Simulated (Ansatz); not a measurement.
System: ZrSi35 (cell with a defect).

```yaml
crystal:
  lattice:
    - [-5.77692, 3.33531, -6.36502]
    - [5.77692, 3.33531, -6.36502]
    - [0.00000, -6.67061, -6.36502]
  atoms:
    - { symbol: Zr, position: [0.42247, 0.08819, 0.42124] }
    - { symbol: Si, position: [0.75748, 0.08985, 0.08849] }
    - { symbol: Si, position: [0.08920, 0.42360, 0.42312] }
    - { symbol: Si, position: [0.75759, 0.75517, 0.42307] }
    - { symbol: Si, position: [0.42358, 0.42379, 0.08840] }
    - { symbol: Si, position: [0.08903, 0.08989, 0.75694] }
    - { symbol: Si, position: [0.75710, 0.42336, 0.75659] }
    - { symbol: Si, position: [0.09038, 0.75657, 0.08983] }
    - { symbol: Si, position: [0.42355, 0.75531, 0.75686] }
    - { symbol: Si, position: [0.02850, 0.03353, 0.36667] }
    - { symbol: Si, position: [0.36713, 0.03345, 0.02808] }
    - { symbol: Si, position: [0.70650, 0.37285, 0.36820] }
    - { symbol: Si, position: [0.36716, 0.69497, 0.36662] }
    - { symbol: Si, position: [0.03441, 0.36746, 0.03390] }
    - { symbol: Si, position: [0.70643, 0.03507, 0.70594] }
    - { symbol: Si, position: [0.36869, 0.37282, 0.70592] }
    - { symbol: Si, position: [0.70111, 0.70072, 0.03385] }
    - { symbol: Si, position: [0.03434, 0.70076, 0.70061] }
    - { symbol: Si, position: [0.28652, 0.95299, 0.28612] }
    - { symbol: Si, position: [0.63155, 0.96516, 0.96742] }
    - { symbol: Si, position: [0.96797, 0.29795, 0.29835] }
    - { symbol: Si, position: [0.63157, 0.63431, 0.29830] }
    - { symbol: Si, position: [0.29885, 0.29787, 0.96738] }
    - { symbol: Si, position: [0.96790, 0.96521, 0.63109] }
    - { symbol: Si, position: [0.63211, 0.29853, 0.63164] }
    - { symbol: Si, position: [0.96550, 0.63185, 0.96499] }
    - { symbol: Si, position: [0.29877, 0.63429, 0.63102] }
    - { symbol: Si, position: [0.90651, 0.90886, 0.24209] }
    - { symbol: Si, position: [0.24260, 0.90886, 0.90592] }
    - { symbol: Si, position: [0.59300, 0.25937, 0.22926] }
    - { symbol: Si, position: [0.24266, 0.57271, 0.24211] }
    - { symbol: Si, position: [0.91010, 0.24147, 0.90956] }
    - { symbol: Si, position: [0.59301, 0.89610, 0.59236] }
    - { symbol: Si, position: [0.23030, 0.25884, 0.59225] }
    - { symbol: Si, position: [0.57516, 0.57641, 0.90948] }
    - { symbol: Si, position: [0.91020, 0.57622, 0.57468] }
```

These are results of DFT PBE, scalar-relativistic, plane waves, PAW (Ansatz), not measurements.

**What can the converged valence pseudo-density and electron localisation function tell about the bonding?**

Si–Si (2.33 Å): ρ at the midpoint is about 0.56 e/Å³; the ELF peaks at about 0.95 between the atoms (a shared electron pair).
Zr–Si (2.60 Å): the density is about 0.49 e/Å³ at the midpoint; the ELF peaks at about 0.95 in the valence shell of Si, 0.9 Å from its nucleus, and is about 0.70 at the midpoint.

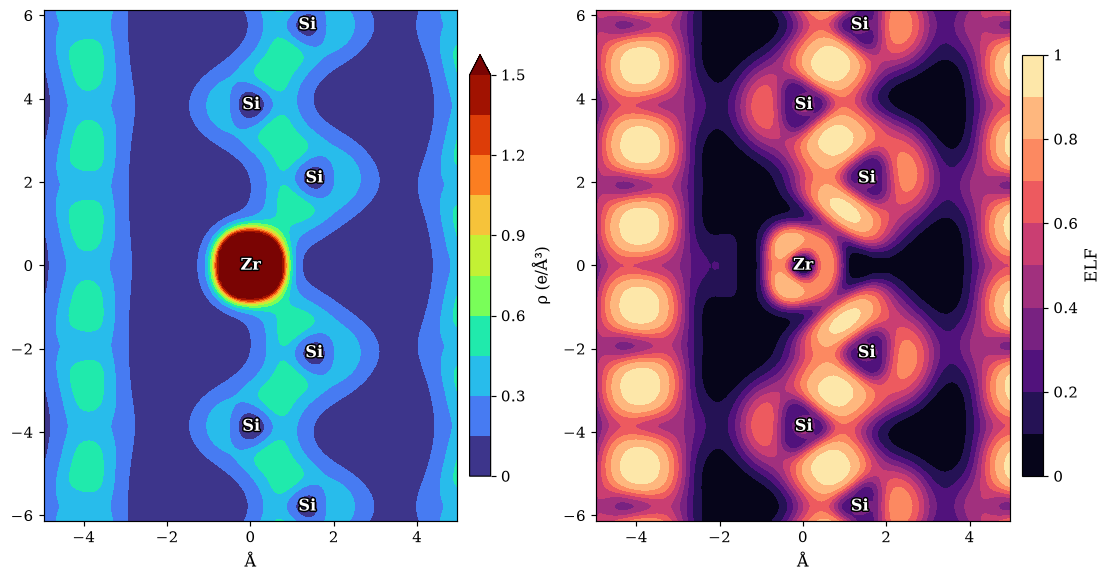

Computed valence pseudo-density and electron localisation function on the (101) plane of the calculation cell, in this order. Atoms just off the plane (Si, 0.6 Å away) can leave unmarked features too.

The density is the valence pseudo-density of a PAW calculation; it isn't the true density close to the nuclei.
